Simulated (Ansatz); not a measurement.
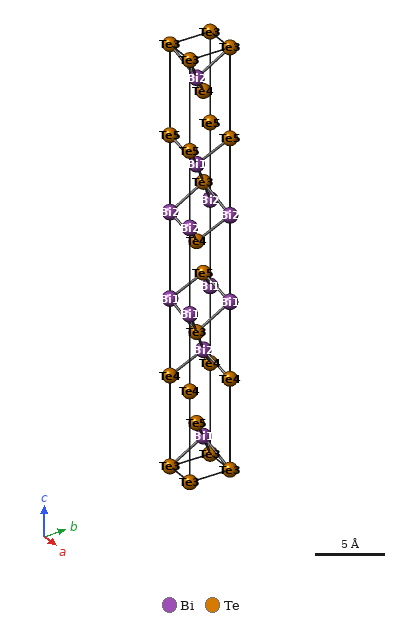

Fig. 1: The structure as given in the input (ball-and-stick view of the cell 3 times as large as that of the calculation, set on its symmetry axes, seen slightly off an axis; atoms are numbered from 1 in the order of the input). An atom can appear more than once, as a periodic image. Near neighbours in the periodic cell (some may lie outside the picture): Bi has 6 Te at 3.09 to 3.29 Å; Te has 6 Bi at 3.29 Å; Te has 3 Bi at 3.09 Å.

## Bi₂Te₃: single-point calculation (part 1 of 2)

- system: Bi₂Te₃ (R-3m, 5 atoms in the cell)
- method: DFT HSE06, scalar-relativistic, plane waves, PAW, no spin polarisation (Ansatz 0.2.0)

Figures and captions count atoms from 1; the log counts them from 0 in places.

## What the program printed
```
Warning: output.stress: scf.convergence.dr2_threshold = 1e-7 eV (the SCF's general default) is looser than the 5e-10 eV advised for a printed stress (1e-10 eV for each atom of the cell: 5). What an SCF threshold leaves in a stress goes as its square root, and in the free energy as the threshold itself, and one threshold admits the most on a small cell: of the crystals measured, under no hybrid functional and no lock of the moments, on runs that ended without the residual-converged pass, on stresses that held no estimate of that error, the worst erred by over 100 MPa in a component at 1e-7 eV an atom and by under 5 at 1e-10. Set scf.convergence.dr2_threshold to 5e-10 eV or tighter. The threshold is an SCF's pass mark: one that does not reach it within its budget of iterations ends unconverged, or closes short of it on a stop that the run arms, and scf.convergence.dr2_threshold's page says what that costs each kind of run
Warning: output.stress: scf.exx.energy_threshold = 1e-6 eV is looser than the 5e-8 eV advised for a stress under a hybrid functional (1e-8 eV for each atom of the cell: 5). Every SCF of the exchange loop can meet its threshold on dr2 while the loop round them stops early: no threshold on dr2 bounds what that leaves in the stress. Set scf.exx.energy_threshold to 5e-8 eV or tighter. The threshold is the loop's pass mark: a loop that does not reach it within its budget of cycles ends unconverged, and scf.exx.energy_threshold's page has the law
basis.fft_grid_basis auto: the FFT boxes are laid along the combinations [[1, -1, 0], [0, 1, 0], [0, -1, 1]] of the cell's own vectors, 4.450, 10.955 and 4.450 Å long. The dense box has 30×75×30 points. Along the cell's own vectors, as sized, it would have 75×75×75, 6.25 times as many. Of the 12 symmetry operations that the crystal satisfies within crystal.symmetry.tolerance (time reversal apart; of a slab, those that keep its plane) the dense box along the cell's own vectors carries 12, and the one as laid loses 8 of those. basis.fft_grid_basis: typed keeps the cell's own vectors: state it where this run's energies or levels are differenced outside the engine with another run's, or held beside a run that keeps those vectors. Those combinations have planes normal to reciprocal vector 3, as the cell's own vectors have. Each planar average written beside output.write_density, output.write_potential has a row for each plane of the box: 30. The volumetric files lie along those combinations, not along the cell's own vectors: a cube or XSF file states them, and fields.json those of NumPy files.
Engine: ansatz 0.2.0, aarch64-unknown-linux-gnu
Pseudopotentials: kind: paw
Pseudopotential: Bi, paw, valence charge 15, recommended cutoff 420 eV (normal), Bi.paw.azcp
Pseudopotential: Te, paw, valence charge 16, recommended cutoff 420 eV (normal), Te.paw.azcp
Functional definition: HSE06
  parameter a = 0.25
  parameter omega = 0.11/bohr
  exchange = pbe_x - a*pbe_x_sr(omega) + a*exact_x_sr(omega)
  correlation = pbe_c
Crystal: 5 atoms, lattice volume = 182.601 Å³
Basis set: ecut = 420 eV, 3599 PW (Γ), FFT grids on a1−a2, a2, −a2+a3, exchange–correlation on 60×150×60 points (8 copies of the dense FFT grid, shifted against one another)
Bands: 47, of which v1, the nominal top of the filled ones, is band 39 counted from 1 (38 counted from 0)
Symmetry: 12 space group operations
Space group: R-3m (ITA 166), of the structure as read, at distance tolerance 5.7e-5 Å
k-points: 13 of 64
Non-local potential: Bi, projectors of the file, l = 0: 2, l = 1: 2, l = 2: 2, l = 3: 2
Non-local potential: Te, projectors of the file, l = 0: 2, l = 1: 2, l = 2: 2, l = 3: 2
PAW form: soft (Blöchl's): semilocal exchange-correlation on the pseudo side does not see the compensation charge
PAW frozen core: Bi, regenerated for the run's functional, and the local potential with it (the file was generated under x = pbe(κ = 0.804, μ = 0.2195149727645171), c = pbe(β = 0.06672455060314922))
PAW frozen core: Te, regenerated for the run's functional, and the local potential with it (the file was generated under x = pbe(κ = 0.804, μ = 0.2195149727645171), c = pbe(β = 0.06672455060314922))
PAW one-centre angular grid: Bi, 590 points (default); XC on 64 Gauss nodes
PAW one-centre angular grid: Te, 590 points (default); XC on 64 Gauss nodes
Initial density: superposition of atomic densities (neutral atoms: chi_scale 0, normalization atom), corrected by the library's trained network
Initial wavefunctions: pseudopotential atomic-orbital guess
Functional: x = pbe(κ = 0.804, μ = 0.2195149727645171), c = pbe(β = 0.06672455060314922), warm-up for x = pbe(κ = 0.804, μ = 0.2195149727645171) + 0.25 (exact − pbe) at short range (hse, ω = 0.20786987370883472 Å⁻¹), c = pbe(β = 0.06672455060314922); HSE06 as pw.x's `hse` composes it (authors' and Libxc's form: `xc: wpbeh`)
SCF iter   1: F=—  HF=-45734.180852 eV  |F-HF|=—  |Δ(HF+E_count)|=         —  Δρ=1.06e-3  dr2=3.30e-3  ethr=1.77e-3  ⟨swp⟩=10.0  Hψ=2446  notcnv=0
preconditioner: auto → none  [insulator: Δε(μ)=0.513 eV  Ē_g=8.256 eV  σ=0.050 eV  W_gap=1.00  n_scr=44 (ndim 8)  ℏωp=14.5 eV  f_vac=0.035  D(μ)=0.00/eV (n_scr^D=0)]
SCF iter   2: F=—  HF=-45734.184511 eV  |F-HF|=—  |Δ(HF+E_count)|=   3.66e-3  Δρ=6.87e-4  dr2=8.09e-3  ethr=4.23e-6  ⟨swp⟩=4.5  Hψ=2070  notcnv=0  defer=5
SCF iter   3: F=—  HF=-45734.184985 eV  |F-HF|=—  |Δ(HF+E_count)|=   4.75e-4  Δρ=7.68e-4  dr2=1.12e-2  ethr=4.23e-6  ⟨swp⟩=4.3  Hψ=1406  notcnv=0  defer=2
SCF iter   4: F=—  HF=-45734.184122 eV  |F-HF|=—  |Δ(HF+E_count)|=   8.63e-4  Δρ=4.00e-4  dr2=2.29e-3  ethr=4.23e-6  ⟨swp⟩=2.2  Hψ=1130  notcnv=0  defer=2
iter 5 solved again at ethr=5.14e-8 eV; its pass at ethr=2.94e-6 eV (dr2=4.01e-5 eV) is discarded
SCF iter   5: F=—  HF=-45734.184061 eV  |F-HF|=—  |Δ(HF+E_count)|=   6.09e-5  Δρ=1.03e-4  dr2=3.64e-5  ethr=5.14e-8  ⟨swp⟩=4.2  Hψ=2430  notcnv=0  defer=1
eigensolver tolerance schedule: the retry pair's looser diagonalisation over-reported the residual by 0.10 of it (diagonalisation noise at 0.10 of the residual, at the tolerance the schedule requests for it); recorded, not acted on — ethr = c·dr2/N_el stays at c = 1.0e-1
SCF iter   6: F=-45734.184059 eV  HF=-45734.184062 eV  |F-HF|=2.97e-6  |Δ(HF+E_count)|=   5.52e-7  Δρ=3.71e-5  dr2=3.98e-6  ethr=4.67e-8  ⟨swp⟩=3.1  Hψ=1233  notcnv=0  defer=1
SCF 1 stopped early in 6 iterations: F = -45734.184059 eV  dr2 = 3.98e-6
  greatest PAW one-centre occupation: 0.998 electrons in one spin orbital (limit 2), on the Te atom at site 4 (counted from 0), in its partial waves of l = 2
Initial density: handed on by an earlier stage of this run
Initial wavefunctions: those handed on with the density
Functional: x = pbe(κ = 0.804, μ = 0.2195149727645171) + 0.25 (exact − pbe) at short range (hse, ω = 0.20786987370883472 Å⁻¹), c = pbe(β = 0.06672455060314922); HSE06 as pw.x's `hse` composes it (authors' and Libxc's form: `xc: wpbeh`)
Exchange kernel: α = 0.2500, screened, ω = 0.2079 Å⁻¹, Wigner–Seitz truncation, v(0) = 1042.2298 eV·Å³, q-mesh 4×4×4, nearest image of the exchange supercell L = 17.80 Å, pair-density grid 27×72×27, without the augmentation charges, whose exchange is taken in its separable form by FFT convolution over the k-point mesh (the finest that the files' search goes to), smooth part of the exact exchange by density-matrix convolution
Frozen-core exchange: fock
SCF iter   1: F=—  HF=-45754.852765 eV  |F-HF|=—  |Δ(HF+E_count)|=         —  Δρ=4.24e-3  dr2=4.37e-2  ethr=5.10e-8  ⟨swp⟩=11.5  Hψ=3648  notcnv=0
preconditioner: auto → none  [insulator: Δε(μ)=0.899 eV  Ē_g=9.302 eV  σ=0.050 eV  W_gap=1.00  n_scr=44 (ndim 8)  ℏωp=14.5 eV  f_vac=0.036  D(μ)=0.00/eV (n_scr^D=0)]
SCF iter   2: F=—  HF=-45754.850963 eV  |F-HF|=—  |Δ(HF+E_count)|=   1.80e-3  Δρ=2.34e-3  dr2=7.31e-2  ethr=5.10e-8  ⟨swp⟩=5.8  Hψ=2762  notcnv=0
SCF iter   3: F=—  HF=-45754.848334 eV  |F-HF|=—  |Δ(HF+E_count)|=   2.63e-3  Δρ=1.99e-3  dr2=5.61e-2  ethr=5.10e-8  ⟨swp⟩=5.8  Hψ=2715  notcnv=0
SCF iter   4: F=—  HF=-45754.842646 eV  |F-HF|=—  |Δ(HF+E_count)|=   5.69e-3  Δρ=9.93e-4  dr2=8.87e-3  ethr=5.10e-8  ⟨swp⟩=5.0  Hψ=2423  notcnv=0
SCF iter   5: F=—  HF=-45754.855634 eV  |F-HF|=—  |Δ(HF+E_count)|=   1.30e-2  Δρ=8.97e-4  dr2=3.59e-3  ethr=5.10e-8  ⟨swp⟩=5.1  Hψ=2487  notcnv=0  defer=1
SCF iter   6: F=—  HF=-45754.855079 eV  |F-HF|=—  |Δ(HF+E_count)|=   5.55e-4  Δρ=2.45e-4  dr2=2.76e-4  ethr=5.10e-8  ⟨swp⟩=4.1  Hψ=1706  notcnv=0
SCF iter   7: F=—  HF=-45754.855421 eV  |F-HF|=—  |Δ(HF+E_count)|=   3.42e-4  Δρ=1.25e-4  dr2=1.37e-4  ethr=5.10e-8  ⟨swp⟩=4.2  Hψ=1744  notcnv=0  defer=1
SCF iter   8: F=—  HF=-45754.855403 eV  |F-HF|=—  |Δ(HF+E_count)|=   1.72e-5  Δρ=2.35e-5  dr2=6.58e-6  ethr=5.10e-8  ⟨swp⟩=3.1  Hψ=1202  notcnv=0
SCF iter   9: F=—  HF=-45754.855417 eV  |F-HF|=—  |Δ(HF+E_count)|=   1.32e-5  Δρ=3.01e-5  dr2=1.39e-5  ethr=4.13e-9  ⟨swp⟩=4.5  Hψ=1606  notcnv=0  defer=2
SCF iter  10: F=-45754.855415 eV  HF=-45754.855415 eV  |F-HF|=4.85e-8  |Δ(HF+E_count)|=   1.71e-6  Δρ=3.29e-6  dr2=6.00e-7  ethr=4.13e-9  ⟨swp⟩=3.1  Hψ=1194  notcnv=0  defer=1
SCF 2 stopped early in 10 iterations: F = -45754.855415 eV  dr2 = 6.00e-7
  Residual-converged pass: ⟨swp⟩=4.0  Hψ=1812  notcnv=0  max |occ|·‖R‖ = 6.5e-6 eV (tolerance 6.7e-6 eV)  dr2=5.89e-7  dr2_onsite=1.40e-9  max |Δocc| = 4.6e-43
hybrid outer 1: dexx = +1.548e-2 eV, tail = 1.53e-4 eV
Exchange kernel: α = 0.2500, screened, ω = 0.2079 Å⁻¹, Wigner–Seitz truncation, v(0) = 1042.2298 eV·Å³, q-mesh 4×4×4, nearest image of the exchange supercell L = 17.80 Å, pair-density grid 27×72×27, without the augmentation charges, whose exchange is taken in its separable form by FFT convolution over the k-point mesh (the finest that the files' search goes to), smooth part of the exact exchange by density-matrix convolution
Frozen-core exchange: fock
SCF iter   1: F=—  HF=-45754.855147 eV  |F-HF|=—  |Δ(HF+E_count)|=         —  Δρ=2.92e-5  dr2=1.79e-6  ethr=9.81e-7  ⟨swp⟩=3.4  Hψ=1240  notcnv=0
preconditioner: auto → none  [insulator: Δε(μ)=0.909 eV  Ē_g=9.300 eV  σ=0.050 eV  W_gap=1.00  n_scr=44 (ndim 8)  ℏωp=14.5 eV  f_vac=0.036  D(μ)=0.00/eV (n_scr^D=0)]
SCF iter   2: F=—  HF=-45754.855149 eV  |F-HF|=—  |Δ(HF+E_count)|=   1.35e-6  Δρ=1.45e-5  dr2=3.42e-7  ethr=2.16e-9  ⟨swp⟩=4.2  Hψ=1829  notcnv=0  defer=1
SCF iter   3: F=—  HF=-45754.855149 eV  |F-HF|=—  |Δ(HF+E_count)|=   4.56e-8  Δρ=6.78e-6  dr2=4.38e-8  ethr=3.72e-10  ⟨swp⟩=3.3  Hψ=1271  notcnv=0  defer=2
SCF iter   4: F=—  HF=-45754.855149 eV  |F-HF|=—  |Δ(HF+E_count)|=   1.36e-7  Δρ=2.11e-6  dr2=2.91e-8  ethr=3.75e-11  ⟨swp⟩=4.8  Hψ=1773  notcnv=0  defer=4
SCF iter   5: F=-45754.855149 eV  HF=-45754.855149 eV  |F-HF|=1.38e-10  |Δ(HF+E_count)|=   5.28e-9  Δρ=2.45e-7  dr2=4.48e-10  ethr=3.60e-11  ⟨swp⟩=3.1  Hψ=1192  notcnv=0  defer=1
SCF 3 converged in 5 iterations: F = -45754.855149 eV  dr2 = 4.48e-10
  Residual-converged pass: ⟨swp⟩=4.0  Hψ=1846  notcnv=0  max |occ|·‖R‖ = 7.0e-7 eV (tolerance 7.0e-7 eV)  dr2=4.04e-10  dr2_onsite=1.24e-11  max |Δocc| = 6.9e-45
```

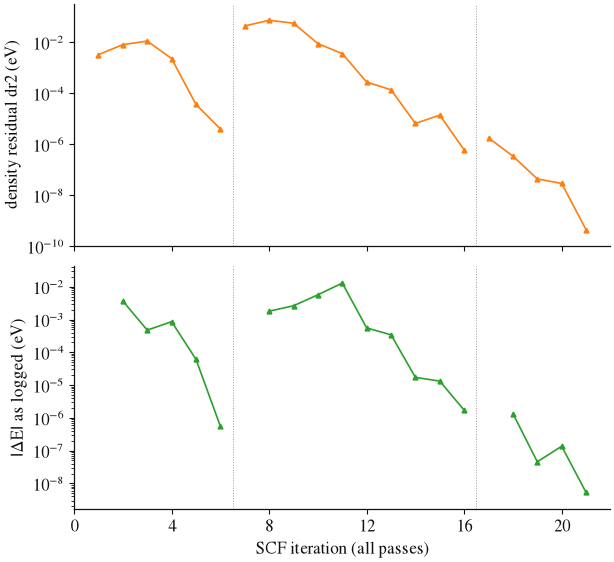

Fig. 2: Convergence of the self-consistent field: density residual dr2 and size of the energy change against the SCF iteration. The run starts with a semilocal functional; after that each stretch between dotted lines is one SCF of the hybrid functional between two exact rebuilds of the exchange operator by the outer loop. Early passes are stopped at a loose threshold. The passes take 6, 10 and 5 iterations.
